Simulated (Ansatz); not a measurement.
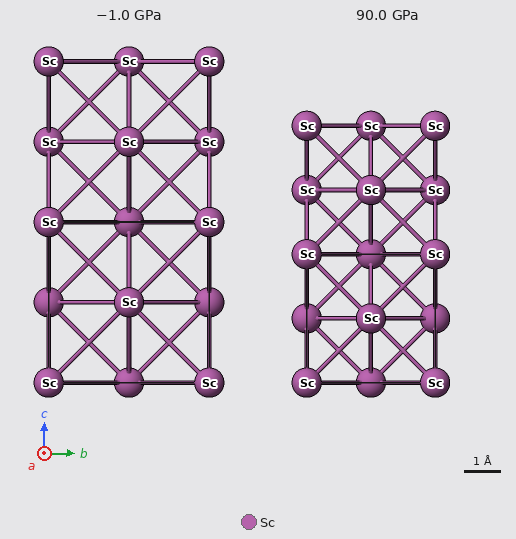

Solid Sc (set up in P-1), relaxed (cell and atoms) at several target pressures. The picture shows the first and the last member. A ball-and-stick model of the conventional cell (4 times the calculation's cell), repeated 1 × 1 × 2 with one cell outlined, seen along the a axis. Lengths and directions refer to the drawn axes.

Computed with Ansatz 0.2.0: DFT PBEsol, scalar-relativistic, plane waves, PAW. (plane-wave cutoff 420 eV; k-point mesh 16 × 16 × 16 at −1.0 to 12.0, 18 × 18 × 18 at 25.0 to 90.0 GPa; occupations gaussian; smearing width 0.1 eV; no spin polarisation; cell and atoms relaxed; force threshold 0.008 eV/Å)

```
pressure (GPa)  volume (Å³/atom)  a (Å)  b (Å)
          −1.0            24.052  4.579  4.584
           0.0            23.578  4.548  4.554
           1.0            23.158  4.523  4.526
           4.0            22.056  4.450  4.453
          12.0            19.889  4.300  4.301
          25.0            17.571  4.126  4.127
          50.0                 ?      ?      ?
          90.0            12.309  3.665  3.665
```

One row is withheld. What does the calculation give there?

Murnaghan's form V = V₀(1 + B′P/B₀)^(−1/B′), with V₀ = 23.578 Å³ from the row at zero pressure, fits the other rows with B₀ = 57.4 GPa and B′ = 2.41 (largest miss 0.065 Å³). At 50.0 GPa it gives 23.578 × (1 + 2.41 × 50.0/57.4)^(−1/2.41) = 14.746 Å³ per atom. The calculation gives 14.875 Å³/atom (a = 3.904 Å, b = 3.904 Å). The estimate is 0.129 Å³/atom too low. From the first member to the last: Sc–Sc 3.240 → 2.592 Å.

The whole series:

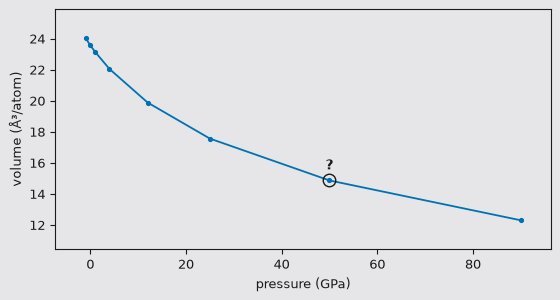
